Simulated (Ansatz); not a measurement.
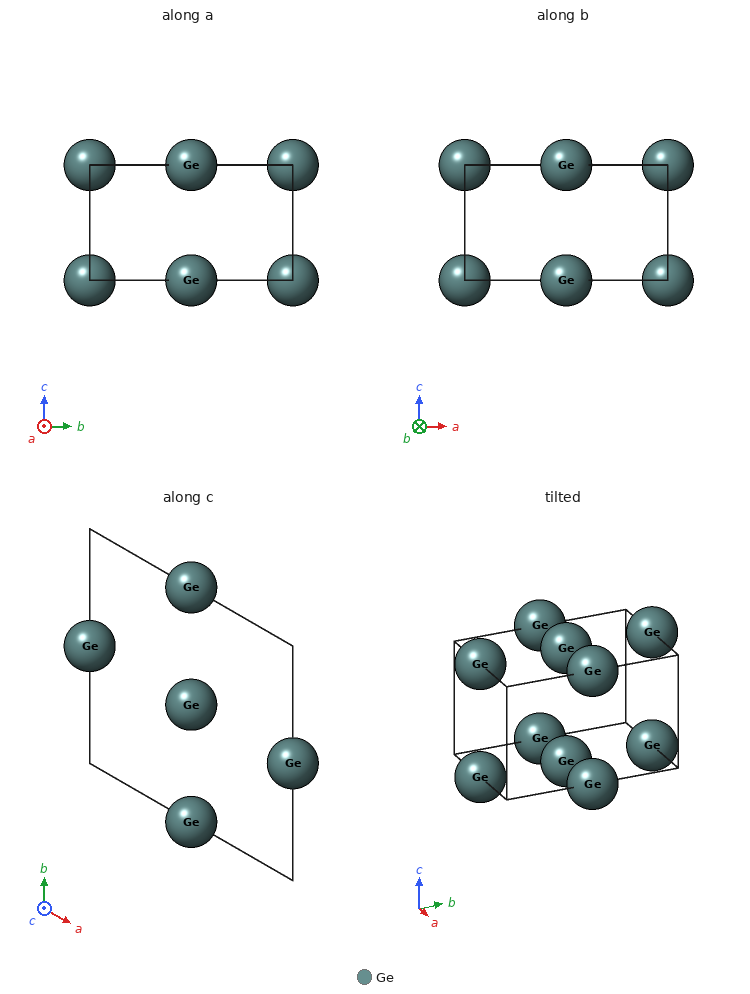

Crystal structure, spheres-only style, seen along the a axis, along the b axis, along the c axis and slightly off an axis. The conventional unit cell is drawn as a box.

Lattice parameters: a = 5.432 Å, b = 5.432 Å, c = 2.672 Å, α = 90.00°, β = 90.00°, γ = 120.00°.

Transcribe the picture into a table of Wyckoff sites.

Answer. Space group P6/mmm (No. 191).
| atom | site | x | y | z |
| --- | --- | --- | --- | --- |
| Ge | 3f | 0.5000 | 0.5000 | 0.0000 |

The structure comes from a random cell made by a generator, so it need not be a real form of the element. The structure drawn was relaxed with DFT PBE, scalar-relativistic, plane waves, PAW in Ansatz.
